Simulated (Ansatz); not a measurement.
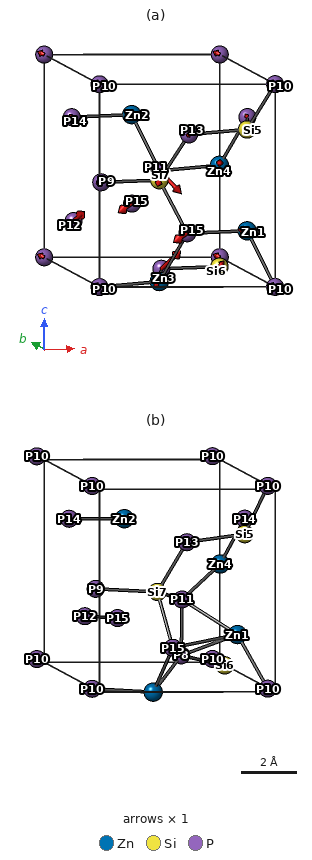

The structure of a defect cell of composition Zn4Si3P8 (cell charge +4) before (top) and after (bottom) a relaxation, at one scale. The red arrows give the displacements, at their true length.

Style: ball-and-stick. Shown: the cell of the calculation (origin shifted), slightly off an axis.

Case: Si vacancy, atoms relaxed.

Theory: DFT PBEsol, scalar-relativistic, plane waves, PAW in Ansatz.

The input:
```yaml
crystal:
  lattice:
    - [2.6760163547, -2.6760163547, 5.2232740309]
    - [2.6760163547, -2.6760163547, -5.2232740309]
    - [5.3520327094, 5.3520327094, 0.0]
  atoms:
    - { symbol: Zn, position: [0.5, 0.5, 0.5] }
    - { symbol: Zn, position: [0.0, 0.0, 0.0] }
    - { symbol: Zn, position: [1.0, 0.5, 0.25] }
    - { symbol: Zn, position: [0.5, 1.0, 0.75] }
    - { symbol: Si, position: [0.5, 0.5, 0.0] }
    - { symbol: Si, position: [0.5, 0.0, 0.25] }
    - { symbol: Si, position: [0.0, 0.5, 0.75] }
    - { symbol: P, position: [0.1322786616, 0.8822786616, 0.2572786616] }
    - { symbol: P, position: [0.6322786616, 0.3822786616, 0.7572786616] }
    - { symbol: P, position: [0.6177213384, 0.3677213384, 0.2427213384] }
    - { symbol: P, position: [0.1177213384, 0.8677213384, 0.7427213384] }
    - { symbol: P, position: [0.6322786616, 0.8822786616, 0.4927213384] }
    - { symbol: P, position: [0.1322786616, 0.3822786616, 0.9927213384] }
    - { symbol: P, position: [0.6177213384, 0.8677213384, 0.0072786616] }
    - { symbol: P, position: [0.1177213384, 0.3677213384, 0.5072786616] }
total_charge: 4
basis:
  ecutwfc: 420
kpoints:
  mp_grid: { grid: [4, 4, 4] }
hamiltonian:
  xc: pbesol
scf:
  occupations: { method: gaussian, width: 0.05 }
output:
  forces: true
  stress: true
  eigenvalues: true
  write_density: true
  write_potential: true
  elf: true
  volumetric_format: npy
relax:
  adjacent_minimum: "off"
  f_tol: 0.02
  max_steps: 50
```

Launched with:
```bash
ansatz run input.yaml --threads 4 --pin off --max-ram 9216MiB --backend cpu --events-out ev --progress --plain --runs-dir out
```

Q: Summarise the run.

A: The largest moves, 1.25 Å, are those of P8 and P11. P11 goes along [1 −1 −1]. Largest moves by element: P 1.25 Å, Zn 0.44 Å, Si 0.32 Å. The cell stays as it was. Near-neighbour distances that change, for instance: Zn1–P11 4.327 → 2.729 Å, P8–P11 3.676 → 2.081 Å, P12–P15 3.676 → 2.095 Å, Zn2–P11 2.345 → 3.777 Å. New bonds form: P12–P15 (3.68 → 2.09 Å), P8–P11 (3.68 → 2.08 Å), Zn1–P11 (4.33 → 2.73 Å), Zn1–P8 (4.33 → 2.73 Å). Bonds break: Zn2–P11 (2.35 → 3.78 Å), Zn2–P8 (2.35 → 3.78 Å). Bond angles that change, for instance: Zn3–P8–Si6 110.7° → 133.9°, P8–Zn3–P15 108.1° → 86.7°, Zn3–P10–Si6 110.7° → 93.8°. The energy falls by 2.637 eV per cell of the calculation in 17 accepted moves (19 points after the start). Largest force component: 0.39 eV/Å at the start, 0.0081 eV/Å at the end. The line search rejected the trial step at point 14 of the run. 1 step only repeated the SCF at the same geometry. Cost: 5.3 min on 4 threads of Arm Neoverse V2, with other jobs on the host, peak memory 1 GiB.

Limits of the set-up: the periodic images lie only 6.5 Å apart, so the values are limited by the cell's size; the cell is charged, on a uniform background, and energies carry no finite-size correction.
